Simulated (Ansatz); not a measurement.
# Calculations on GaAs

**1. One mode**

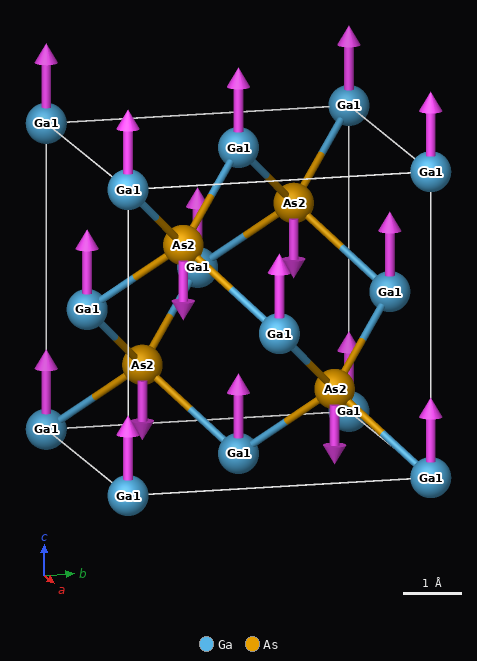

One vibrational mode of a crystal of GaAs relaxed at 16 GPa at the zone centre. Displacements are drawn as pink arrows; their common scale and sign are arbitrary. A ball-and-stick model of the conventional cell (4 times the calculation's cell), seen slightly off an axis. Lengths and directions refer to the drawn axes.

The calculation used DFT PBE, scalar-relativistic, plane waves, PAW (Ansatz). (plane-wave cutoff 420 eV; k-point mesh 12 × 12 × 12; occupations fixed; target pressure 16 GPa; no spin polarisation)

Frequencies are those without the non-analytic (LO–TO) term.

> What mode is this, and where does it lie in the spectrum?

This is the T₂ mode (triply degenerate; one member of the set is drawn) at 310 cm⁻¹, the only optical level, infrared- and Raman-active by symmetry. The Ga sublattice moves against the As sublattice, along c; the kinetic energy is shared as Ga 52 %, As 48 %. Its infrared intensity is 6.9 (D/Å)²/amu for the set. The value is the transverse one; the longitudinal partner lies at 327 cm⁻¹.

**2. One mode**

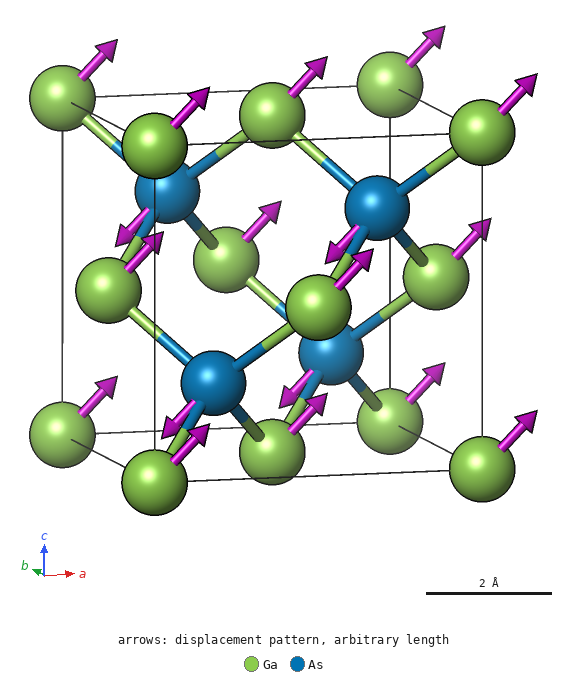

One vibrational mode of solid GaAs relaxed at 9 GPa at the zone centre. The purple arrows are the displacements of the atoms (eigenvector over the root of the mass), of arbitrary overall length and sign. The picture is a ball-and-stick view of the conventional cell (4 times the calculation's cell), seen slightly off an axis. Lengths and directions refer to the drawn axes.

All numbers below come from DFT PBEsol, scalar-relativistic, plane waves, PAW (Ansatz 0.2.0).

The input:
```yaml
crystal:
  lattice:
    - [0.0, 2.734568935, 2.734568935]
    - [2.734568935, 0.0, 2.734568935]
    - [2.734568935, 2.734568935, 0.0]
  atoms:
    - { symbol: Ga, position: [0.0, 0.0, 0.0] }
    - { symbol: As, position: [0.75, 0.75, 0.75] }
basis:
  ecutwfc: 420
kpoints:
  mp_grid: { grid: [12, 12, 12] }
hamiltonian:
  xc: pbesol
scf:
  occupations: { method: fixed }
output:
  eigenvalues: true
phonons:
  method: dfpt
  dielectric: true
  rigid_motions: translations
  eigenvectors: true
```

Run as
```bash
ansatz run input.yaml --threads 1 --pin off --max-ram 3072MiB --backend cpu --events-out ev --progress --plain --runs-dir out
```

Frequencies are those without the non-analytic (LO–TO) term.

Give the symmetry, activity and frequency of this mode.

Answer. This is the T₂ mode (triply degenerate; one member of the set is drawn) at 297 cm⁻¹, the only optical level, infrared- and Raman-active by symmetry. The Ga sublattice moves against the As sublattice, along [1 0 1]; it stretches the shortest As–Ga bonds (2.37 Å); the kinetic energy is shared as Ga 52 %, As 48 %. Its infrared intensity is 7.1 (D/Å)²/amu for the set. The value is the transverse one; the longitudinal partner lies at 314 cm⁻¹.

**3. Softest mode**

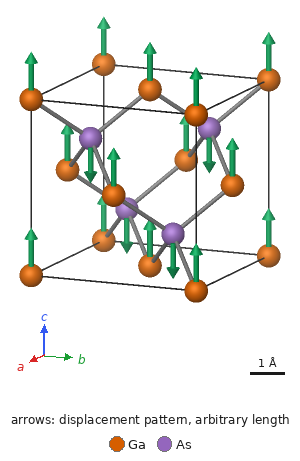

The lowest optical mode of crystalline GaAs relaxed at 9 GPa, space group F-43m (No. 216), at the zone centre. The green arrows give the relative displacements of the atoms. The picture is a ball-and-stick view of the conventional cell (4 times the calculation's cell), seen slightly off an axis. Lengths and directions refer to the drawn axes.

Computed with DFT LDA, scalar-relativistic, plane waves, PAW (Ansatz).

Input
```yaml
crystal:
  lattice:
    - [0.0, 2.7125930617, 2.7125930617]
    - [2.7125930617, 0.0, 2.7125930617]
    - [2.7125930617, 2.7125930617, 0.0]
  atoms:
    - { symbol: Ga, position: [0.0, 0.0, 0.0] }
    - { symbol: As, position: [0.75, 0.75, 0.75] }
basis:
  ecutwfc: 420
kpoints:
  mp_grid: { grid: [12, 12, 12] }
hamiltonian:
  xc: lda
scf:
  occupations: { method: fixed }
output:
  eigenvalues: true
phonons:
  method: dfpt
  dielectric: true
  rigid_motions: translations
  eigenvectors: true
```

Command:
```bash
ansatz run input.yaml --threads 1 --pin off --max-ram 3072MiB --backend cpu --events-out ev --progress --plain --runs-dir out
```

Frequencies are those without the non-analytic (LO–TO) term.

### Is this crystal at a minimum with respect to the drawn distortion?

Yes: this softest mode has a real frequency, and so have all others here. That speaks for this wave vector alone: the rest of the zone wasn't checked in this run. This is the T₂ mode (triply degenerate; one member of the set is drawn) at 302 cm⁻¹, the only optical level, infrared- and Raman-active by symmetry. The Ga sublattice moves against the As sublattice, along c; the kinetic energy is shared as Ga 52 %, As 48 %. Its infrared intensity is 6.8 (D/Å)²/amu for the set. The value is the transverse one; the longitudinal partner lies at 318 cm⁻¹.
